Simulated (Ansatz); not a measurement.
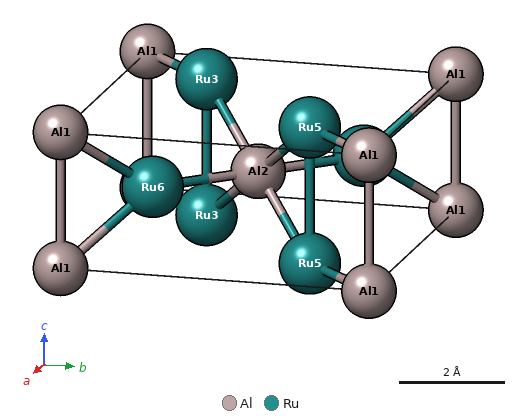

This is the input geometry for a relaxation of solid AlRu$_{2}$ (built on the rutile_136 type). A ball-and-stick model of the cell of the calculation, seen slightly off an axis.

Case: rutile type (P4_2/mnm, No. 136).

The calculation used DFT PBE, scalar-relativistic, plane waves, PAW in Ansatz.

Input file:
```yaml
crystal:
  lattice:
    - [6.13100455, 0.0, 0.0]
    - [0.0, 6.13100455, 0.0]
    - [0.0, 0.0, 2.6952851365]
  atoms:
    - { symbol: Al, position: [0.0, 0.0, 0.0] }
    - { symbol: Al, position: [0.5, 0.5, 0.5] }
    - { symbol: Ru, position: [0.2670217844, 0.2670217844, 0.0] }
    - { symbol: Ru, position: [0.2329782156, 0.7670217844, 0.5] }
    - { symbol: Ru, position: [0.7329782156, 0.7329782156, 0.0] }
    - { symbol: Ru, position: [0.7670217844, 0.2329782156, 0.5] }
basis:
  ecutwfc: 420
kpoints:
  mp_grid: { grid: [6, 6, 14] }
hamiltonian:
  xc: pbe
scf:
  occupations: { method: gaussian, width: 0.1 }
output:
  forces: true
  stress: true
  eigenvalues: true
relax:
  adjacent_minimum: "off"
  f_tol: 0.01
  max_steps: 80
  cell: { stress_tol: 0.05 }
```

Run as
```bash
ansatz run input.yaml --threads 1 --pin off --max-ram 2560MiB --backend cpu --events-out ev --progress --plain --runs-dir out
```

Predict the outcome.

Answer. The largest moves relative to the cell, 0.011 Å, are those of Ru3, Ru4, Ru5 and Ru6. Ru3 goes along [−1 −1 0]. Al stays in place. The drawn cell changes as follows: a = b 6.131 → 6.230 Å (+1.6 %), c 2.695 → 2.622 Å (−2.7 %); the volume changes by +0.4 %. Among the contacts that change: Ru3–Ru3 2.695 → 2.622 Å, Al1–Al1 2.695 → 2.622 Å, Al1–Ru3 2.315 → 2.342 Å, Al1–Ru4 2.428 → 2.445 Å. Among the angles between lasting bonds that change: Al2–Ru3–Al2 67.4° → 64.9°. The space group stays P4_2/mnm (No. 136). After 4 accepted moves (6 points after the start) the energy has fallen by 5.3 meV per atom. The largest force component goes from 0.017 to 0.00053 eV/Å. Pressure: −0.24 GPa at the start and 0.01 GPa at the end. The line search rejected the trial step at point 2 of the run. At 1 point the geometry stayed and the basis and grid were re-selected for the new cell (energy shift of less than 0.05 meV per atom at most each time).

The structure at the end:

```
CELL_PARAMETERS angstrom
6.22992 0.00000 0.00000
0.00000 6.22992 0.00000
0.00000 0.00000 2.62208
ATOMIC_POSITIONS crystal
Al 0.00000 0.00000 0.00000
Al 0.50000 0.50000 0.50000
Ru 0.26582 0.26582 0.00000
Ru 0.23418 0.76582 0.50000
Ru 0.73418 0.73418 0.00000
Ru 0.76582 0.23418 0.50000
```

The end point in the same view:

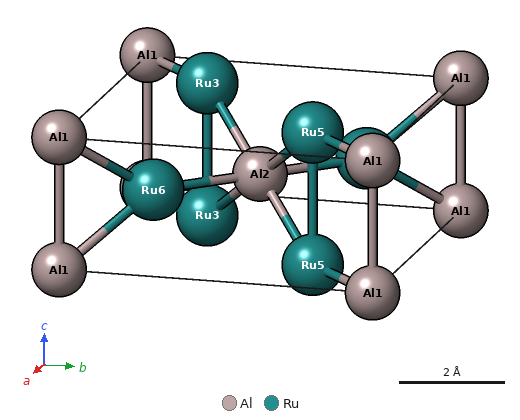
